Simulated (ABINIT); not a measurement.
# Run report: Se, positron calculation (part 1 of 2)

System: Se (P3₁21, 3 atoms in the cell).
Method: Kohn-Sham DFT of a periodic cell, PBE, JTH PAW PBE v2.0, no spin polarisation (ABINIT 10.8.3).

The structure derives from an entry of the Crystallography Open Database.

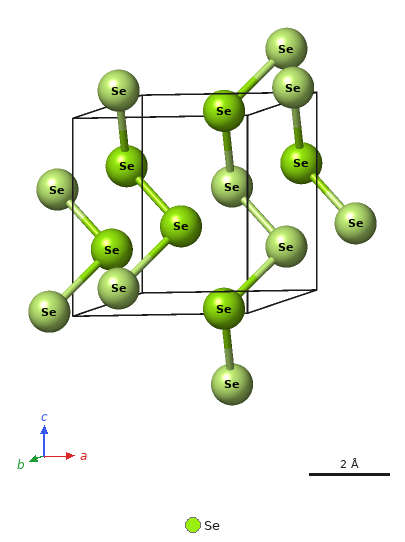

*The input geometry (ball-and-stick view of the cell of the calculation, seen at an oblique angle; neighbours outside the cell are drawn fainter). An atom can appear more than once, as a periodic image.*

Near neighbours in the periodic cell (some may lie outside the picture): Se has 2 Se at 2.41 Å.

Input:
```
# Datasets
ndtset 2

# Pseudopotentials
pp_dirpath "./"
pseudos "Se.GGA_PBE-JTH.xml"

# Structure
acell 3*1.0 Angstrom
rprim
     4.4508259900     0.0000000000     0.0000000000
    -2.2254129900     3.8545283700     0.0000000000
     0.0000000000     0.0000000000     5.0599032800
ntypat 1
znucl 34
natom 3
typat 1 1 1
chkprim 0
chksymtnons 0
tolsym 1.0e-6
xred
   0.7771237300   0.7771237300            0.0
            0.0   0.2228762700            2/3
   0.2228762700            0.0            1/3

# Plane-wave basis
ecut 15.0
pawecutdg 30.0
ecutsm 0.5

# Exchange and correlation
ixc 11

# SCF cycle
nstep 80

# Output
iomode 3
prteig 0
prtebands 0
prtwf 0

# Dataset 1: electrons
kptopt1 1
ngkpt1 5 5 4
nshiftk1 1
shiftk1 0.0 0.0 0.0
nband1 13
occopt1 3
tsmear1 0.05 eV
tolvrs1 1.0e-10
prtden1 1

# Dataset 2: positron in the electrons' density
positron2 1
ixcpositron2 31
getden2 1
kptopt2 0
nkpt2 1
kpt2 0.0 0.0 0.0
nband2 1
occopt2 2
occ2 1.0
posocc2 1.0
toldfe2 1.0e-7
nline2 10
nnsclo2 2
optforces2 0
optstress2 0
prtden2 0
```

Launched with:
```bash
abinit run.abi > log 2>&1
```

What the program printed:
```
.Version 10.8.3 of ABINIT
 DATASET    1 : space group P3_1 2 1 (#152); Bravais hP (primitive hexag.)
================================================================================
 Values of the parameters that define the memory need for DATASET  1.
     intxc =       0    ionmov =       0      iscf =      17    lmnmax =       8
     lnmax =       4     mgfft =      36  mpssoang =       2    mqgrid =    3001
     natom =       3  nloc_mem =       2    nspden =       1   nspinor =       1
    nsppol =       1      nsym =       6    n1xccc =       1    ntypat =       1
    occopt =       3   xclevel =       2
       mpw =        1645          nfft =       32400          nkpt =          17
 PAW method is used; the additional fine FFT grid is defined by:
   mgfftf=        48    nfftf =     97200
================================================================================
================================================================================

 DATASET    2 : space group P3_1 2 1 (#152); Bravais hP (primitive hexag.)
================================================================================
 Values of the parameters that define the memory need for DATASET  2.
     intxc =       0    ionmov =       0      iscf =      17    lmnmax =       8
     lnmax =       4     mgfft =      36  mpssoang =       2    mqgrid =    3001
     natom =       3  nloc_mem =       2    nspden =       1   nspinor =       1
    nsppol =       1      nsym =       6    n1xccc =       1    ntypat =       1
    occopt =       2   xclevel =       2
       mpw =         822          nfft =       32400          nkpt =           1
 PAW method is used; the additional fine FFT grid is defined by:
   mgfftf=        48    nfftf =     97200
================================================================================
================================================================================

--------------------------------------------------------------------------------
------------- Echo of variables that govern the present computation ------------
--------------------------------------------------------------------------------
 -outvars: echo values of preprocessed input variables --------
            acell      1.8897261259E+00  1.8897261259E+00  1.8897261259E+00 Bohr
              amu      7.89600000E+01
          chkprim           0
      chksymtnons           0
             ecut      1.50000000E+01 Hartree
           ecutsm      5.00000000E-01 Hartree
           getden1          0
           getden2          1
              ixc          11
      ixcpositron1          1
      ixcpositron2         31
           jdtset        1    2
           kptopt1          1
           kptopt2          0
         kptrlatt        5    0    0      0    5    0      0    0    4
          kptrlen1     3.82473257E+01
          kptrlen2     3.00000000E+01
            natom           3
            nband1         13
            nband2          1
           ndtset           2
            ngfft          30      30      36
          ngfftdg          45      45      48
             nkpt1         17
             nkpt2          1
            nline1          4
            nline2         10
           nnsclo1          0
           nnsclo2          2
            nstep          80
             nsym           6
           ntypat           1
           occopt1          3
           occopt2          2
        optforces1          2
        optforces2          0
        optstress1          1
        optstress2          0
        pawecutdg      3.00000000E+01 Hartree
         positron1          0
         positron2          1
           prtden1          1
           prtden2          0
        prtebands           0
           prteig           0
            prtwf           0
            rprim      4.4508259900E+00  0.0000000000E+00  0.0000000000E+00
                      -2.2254129900E+00  3.8545283700E+00  0.0000000000E+00
                       0.0000000000E+00  0.0000000000E+00  5.0599032800E+00
           shiftk1     0.00000000E+00  0.00000000E+00  0.00000000E+00
           shiftk2     5.00000000E-01  5.00000000E-01  5.00000000E-01
          spgroup         152
           toldfe1     0.00000000E+00 Hartree
           toldfe2     1.00000000E-07 Hartree
           tolsym      1.00000000E-06
           tolvrs1     1.00000000E-10
           tolvrs2     0.00000000E+00
           tsmear1     1.83746611E-03 Hartree
           tsmear2     1.00000000E-02 Hartree
            typat      1  1  1
           useylm           1
           xangst      1.7294212514E+00  2.9954454643E+00  0.0000000000E+00
                      -4.9599174642E-01  8.5908290571E-01  3.3732688533E+00
                       9.9198349507E-01  0.0000000000E+00  1.6866344267E+00
            xcart      3.2681325214E+00  5.6605715526E+00  0.0000000000E+00
                      -9.3728856145E-01  1.6234314112E+00  6.3745542819E+00
                       1.8745771271E+00  0.0000000000E+00  3.1872771409E+00
             xred      7.7712373000E-01  7.7712373000E-01  0.0000000000E+00
                      -1.8517385155E-17  2.2287627000E-01  6.6666666667E-01
                       2.2287627000E-01  0.0000000000E+00  3.3333333333E-01
            znucl       34.00000

================================================================================

 chkinp: Checking input parameters for consistency, jdtset=   1.

 chkinp: Checking input parameters for consistency, jdtset=   2.

================================================================================
== DATASET  1 ==================================================================

--- !DatasetInfo
iteration_state: {dtset: 1, }
dimensions: {natom: 3, nkpt: 17, mband: 13, nsppol: 1, nspinor: 1, nspden: 1, mpw: 1645, }
cutoff_energies: {ecut:  15.0, pawecutdg:  30.0, }
electrons: {nelect:   1.80000000E+01, charge:   0.00000000E+00, occopt:   3.00000000E+00, tsmear:   1.83746611E-03, }
meta: {optdriver: 0, ionmov: 0, optcell: 0, iscf: 17, paral_kgb: 0, }
...

 Exchange-correlation functional for the present dataset will be:
  GGA: Perdew-Burke-Ernzerhof functional - ixc=11
  J.P.Perdew, K.Burke, M.Ernzerhof, PRL 77, 3865 (1996)

 Real(R)+Recip(G) space primitive vectors, cartesian coordinates (Bohr,Bohr^-1):
 R(1)=  8.4108422  0.0000000  0.0000000  G(1)=  0.1188942  0.0686436  0.0000000
 R(2)= -4.2054211  7.2840030  0.0000000  G(2)=  0.0000000  0.1372871  0.0000000
 R(3)=  0.0000000  0.0000000  9.5618314  G(3)=  0.0000000  0.0000000  0.1045825
 Unit cell volume ucvol=  5.8580177E+02 bohr^3
 Angles (23,13,12)=  9.00000000E+01  9.00000000E+01  1.20000000E+02 degrees

 Coarse grid specifications (used for wave-functions):

 getcut: wavevector=  0.0000  0.0000  0.0000  ngfft=  30  30  36
         ecut(hartree)=     15.000   => boxcut(ratio)=   2.04735

 Fine grid specifications (used for densities):

 getcut: wavevector=  0.0000  0.0000  0.0000  ngfft=  45  45  48
         ecut(hartree)=     30.000   => boxcut(ratio)=   2.03598

--- Pseudopotential description ------------------------------------------------
- pspini: atom type   1  psp file is ./Se.GGA_PBE-JTH.xml
 Pseudopotential format is: paw10
 basis_size (lnmax)=  4 (lmn_size=  8), orbitals=   0   0   1   1
 Spheres core radius: rc_sph= 2.21132333
 Shapefunction is BESSEL type: shapef(r,l)=aa(1,l)*jl(q(1,l)*r)+aa(2,l)*jl(q(2,l)*r)
 Radius for shape functions =  2.00656599
 Compensation charge density is not taken into account in XC energy/potential

   1.68451029E+03                                ecore*ucvol(ha*bohr**3)
--------------------------------------------------------------------------------

================================================================================

--- !BeginCycle
iteration_state: {dtset: 1, }
solver: {iscf: 17, nstep: 80, nline: 4, wfoptalg: 10, }
tolerances: {tolvrs: 1.00E-10, }
...

     iter   Etot(hartree)      deltaE(h)  residm     nres2
 ETOT  1  -28.708748689284    -2.871E+01 4.299E-02 1.670E+00
 ETOT  2  -28.734812221070    -2.606E-02 3.861E-04 2.006E-01
 ETOT  3  -28.734569135190     2.431E-04 1.367E-04 4.527E-03
 ETOT  4  -28.734607021182    -3.789E-05 3.515E-05 5.670E-04
 ETOT  5  -28.734619407116    -1.239E-05 1.881E-05 3.270E-05
 ETOT  6  -28.734620373732    -9.666E-07 1.433E-05 5.743E-06
 ETOT  7  -28.734620667902    -2.942E-07 1.613E-05 2.836E-07
 ETOT  8  -28.734620677096    -9.194E-09 1.176E-05 2.490E-08
 ETOT  9  -28.734620678115    -1.019E-09 1.274E-05 1.578E-09
 ETOT 10  -28.734620678063     5.213E-11 9.028E-06 2.391E-11

 At SCF step   10       nres2   =  2.39E-11 < tolvrs=  1.00E-10 =>converged.

 Cartesian components of stress tensor (hartree/bohr^3)
  sigma(1 1)=  9.78252234E-09  sigma(3 2)=  0.00000000E+00
  sigma(2 2)=  9.79567520E-09  sigma(3 1)=  0.00000000E+00
  sigma(3 3)= -4.56041509E-07  sigma(2 1)= -6.36754395E-12

--- !ResultsGS
iteration_state: {dtset: 1, }
comment   : Summary of ground state results
lattice_vectors:
- [  8.4108422,   0.0000000,   0.0000000, ]
- [ -4.2054211,   7.2840030,   0.0000000, ]
- [  0.0000000,   0.0000000,   9.5618314, ]
lattice_lengths: [   8.41084,    8.41084,    9.56183, ]
lattice_angles: [ 90.000,  90.000, 120.000, ] # degrees, (23, 13, 12)
lattice_volume:   5.8580177E+02
convergence: {deltae:  5.213E-11, res2:  2.391E-11, residm:  9.028E-06, diffor: null, }
etotal    :  -2.87346207E+01
entropy   :   0.00000000E+00
fermie    :   1.16507348E-02
cartesian_stress_tensor: # hartree/bohr^3
- [  9.78252234E-09,  -6.36754395E-12,   0.00000000E+00, ]
- [ -6.36754395E-12,   9.79567520E-09,   0.00000000E+00, ]
- [  0.00000000E+00,   0.00000000E+00,  -4.56041509E-07, ]
pressure_GPa:   4.2804E-03
xred      :
- [  7.7712E-01,   7.7712E-01,   0.0000E+00, Se]
- [ -1.8517E-17,   2.2288E-01,   6.6667E-01, Se]
- [  2.2288E-01,   0.0000E+00,   3.3333E-01, Se]
cartesian_forces: # hartree/bohr
- [ -1.06023560E-05,  -1.83638192E-05,  -1.44180994E-26, ]
- [ -1.06023560E-05,   1.83638193E-05,   2.88361987E-26, ]
- [  2.12047119E-05,  -2.75062324E-14,  -1.44180994E-26, ]
force_length_stats: {min:   2.12047119E-05, max:   2.12047120E-05, mean:   2.12047119E-05, }
...

 Integrated electronic density in atomic spheres:
 ------------------------------------------------
 Atom  Sphere_radius  Integrated_density
    1        2.21132          3.84507625
    2        2.21132          3.84507625
    3        2.21132          3.84507625

================================================================================

 ----iterations are completed or convergence reached----

 Mean square residual over all n,k,spin=   46.770E-09; max=  90.280E-07
 reduced coordinates (array xred) for    3 atoms
       0.777123730000      0.777123730000      0.000000000000
      -0.000000000000      0.222876270000      0.666666666667
       0.222876270000      0.000000000000      0.333333333333
 rms dE/dt=  1.0297E-04; max dE/dt=  8.9175E-05; dE/dt below (all hartree)
    1       0.000089174743      0.000089174743      0.000000000000
    2       0.000089174743     -0.000178349485     -0.000000000000
    3      -0.000178349485      0.000089174743      0.000000000000
```
